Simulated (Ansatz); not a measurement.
# LiNbO₃: what the fields show

The calculation's input:

```
crystal:
  lattice:
    - [4.1933262653, 0.0, 0.0]
    - [-2.0966631327, 3.6315270721, 0.0]
    - [0.0, 0.0, 5.6292932235]
  atoms:
    - { symbol: Li, position: [0.0, 0.0, 0.0] }
    - { symbol: Nb, position: [0.0, 0.0, 0.5] }
    - { symbol: O, position: [0.5, 0.0, 0.5] }
    - { symbol: O, position: [0.0, 0.5, 0.5] }
    - { symbol: O, position: [0.5, 0.5, 0.5] }
basis:
  ecutwfc: 420
kpoints:
  mp_grid: { grid: [12, 12, 8] }
hamiltonian:
  xc: pbe
scf:
  occupations: { method: gaussian, width: 0.1 }
output:
  forces: true
  stress: true
  eigenvalues: true
  write_density: true
  write_potential: true
  elf: true
  volumetric_format: npy
relax:
  adjacent_minimum: "off"
  f_tol: 0.01
  max_steps: 80
  cell: { stress_tol: 0.05 }
```

Launched as:

```sh
ansatz run input.yaml --threads 1 --pin off --max-ram 2560MiB --backend cpu --events-out ev --progress --plain --runs-dir out
```

Below, planes, directions and counts refer to the conventional cell (a = 4.20 Å, b = 4.20 Å, c = 5.63 Å, α = 90.00°, β = 90.00°, γ = 120.00°).

The fields are those of the run's last geometry, not of the input's.

Space group P6/mmm; a structure generated by program, which may or may not match a known phase.

All numbers below come from DFT PBE, scalar-relativistic, plane waves, PAW in Ansatz.

Core electrons are frozen (PAW), and the valence fields are smoothed inside the atomic spheres.

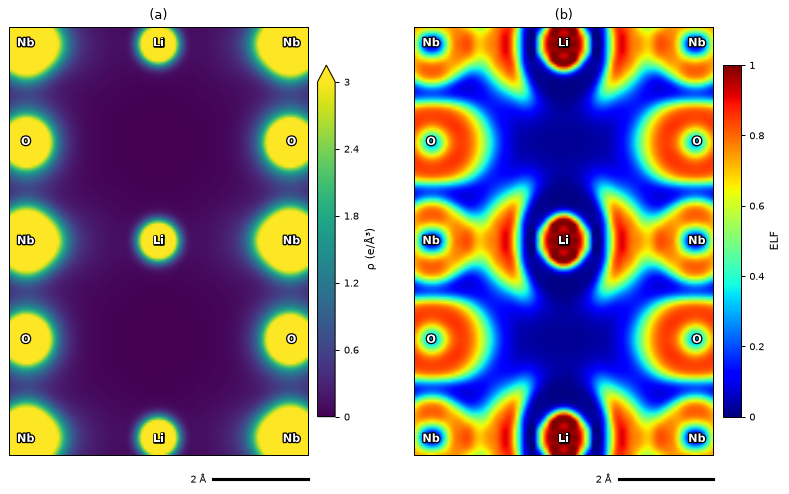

Figure 1. (a) valence electron density; (b) ELF on the (11̄0) plane of the conventional cell.

Q: Interpret the plot.

A: The plane passes through Li, Nb and O nuclei.
Nb–O (2.10 Å): the density is about 0.67 e/Å³ at the midpoint; the ELF peaks at about 0.85 in the valence shell of O, 0.6 Å from its nucleus, and drops to about 0.20 between the two atoms (no shared electron pair shows on this line).
Li–Nb (2.82 Å): ρ is about 0.26 e/Å³ halfway; the ELF peaks at about 0.90 between the atoms.
Between the atoms the lowest density in this plane is 0.006 e/Å³.
The features right at Li and Nb lie inside the PAW spheres, where the map follows smoothed inner orbitals and isn't to be read closely.

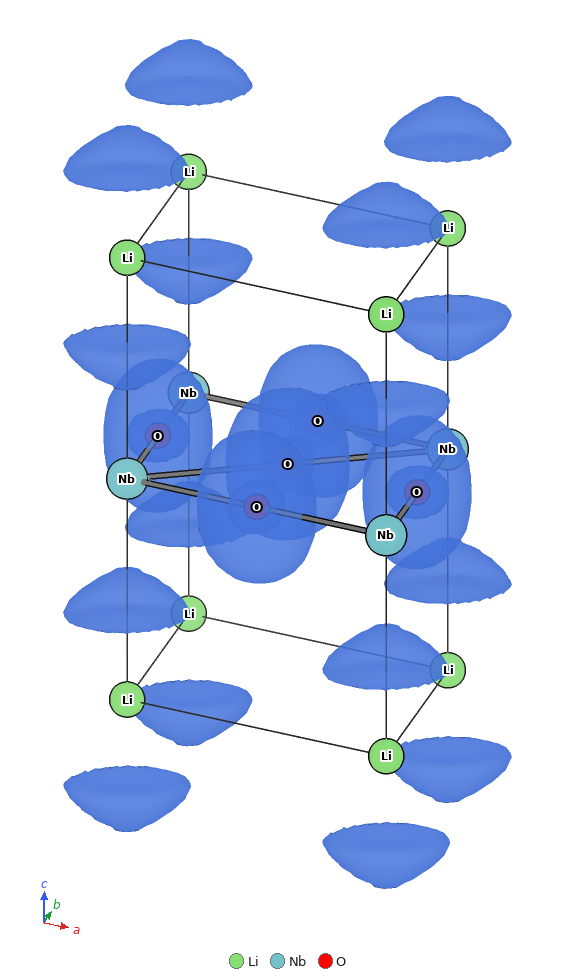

Figure 2. Isosurface of the ELF at 0.7 (blue), seen slightly off an axis. Core shells and regions of very low density are left out. Sticks mark near contacts.

Q: Describe the localisation domains.

A: The ELF exceeds this value in two lobes of the valence shell of Li pointing towards Nb (polar bonds) and three regions wrapped around O (the valence shell of each), counted in one cell of 5 atoms. Regions shared between cells count once.

Q: Does the calculation make it a metal, or give it a gap?

A: It is metallic or semimetallic at this level of theory: no gap opens; semilocal functionals without U, or without the true magnetic order, often close the gap of such compounds.
